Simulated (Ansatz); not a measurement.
Consider Al₆HO (slab).

```
Al O H
1.0
     2.83943    0.00000    0.00000
     0.00000    4.01556    0.00000
     0.00000    0.00000   26.97857
Al O H
6 1 1
Direct
  0.50000 0.50000 0.31506
  0.00000 0.00000 0.36769
  0.50000 0.50000 0.42031
  0.00111 0.00007 0.47165
  0.50479 0.50000 0.52784
  0.01272 0.00019 0.57831
  0.01410 0.99670 0.64205
  0.70256 0.99681 0.65805
```

Computed without spin polarisation.

All numbers below come from DFT PBEsol, scalar-relativistic, plane waves, PAW (Ansatz).

### Predict the valence pseudo-density and electron localisation function between the atoms.

O–H (0.98 Å): ρ at the midpoint is about 3.7 e/Å³; the ELF climbs to about 1 towards the hydrogen, as it does in any bond to H; a covalent bond by its length.
Al–O (1.72 Å): ρ is about 0.86 e/Å³ halfway; the ELF peaks at about 0.85 in the valence shell of O, 0.7 Å from its nucleus, and is about 0.80 at the midpoint.

### Does the calculation give a band gap?

It is gapless in this calculation (a metal or semimetal).

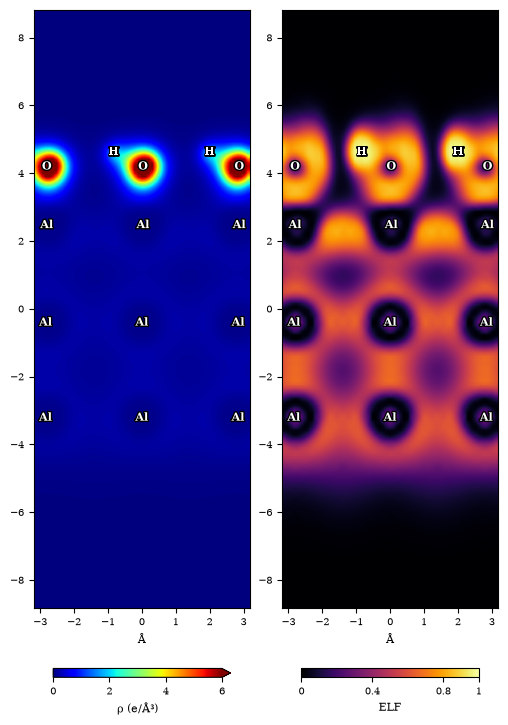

Computed valence pseudo-density and electron localisation function on the (010) plane of the calculation cell, a cut from vacuum to vacuum, in this order. 
